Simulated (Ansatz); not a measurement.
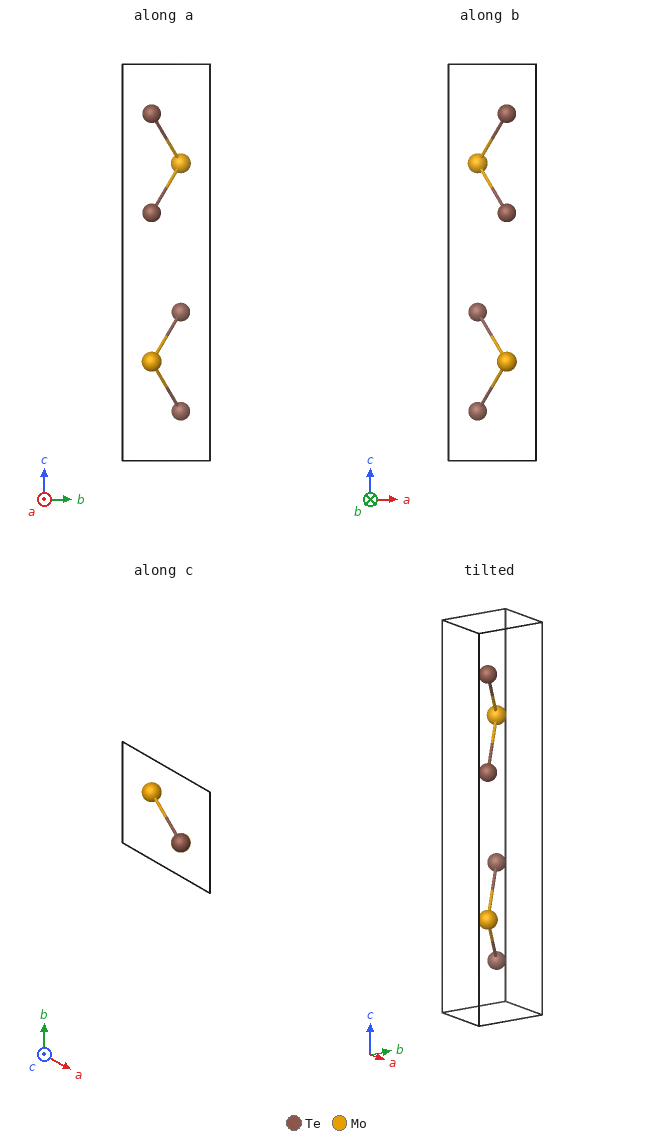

Ball-and-stick drawing of the structure, looking along the a axis, along the b axis, along the c axis and slightly off an axis. The parallelepiped is the conventional unit cell.

Lattice parameters: a = 3.505 Å, b = 3.505 Å, c = 13.752 Å, α = 90.00°, β = 90.00°, γ = 120.00°.

Q: Record the structure as a table of Wyckoff sites.

A: Space group P6_3/mmc (No. 194).
```tsv
atom	site	x	y	z
Te	4f	0.3333	0.6667	0.1250
Mo	2d	0.3333	0.6667	0.7500
```

The structure is a generated cell, made by putting these elements into a known structure type (the compound may or may not exist in this form); no relaxation was done. Ansatz was used for an electronic-structure calculation on it.

At this level of theory the cell isn't at rest (compressed, at 10 GPa and forces up to 1.6 eV/Å), so its distances can differ from those at equilibrium, the more so the softer the solid.
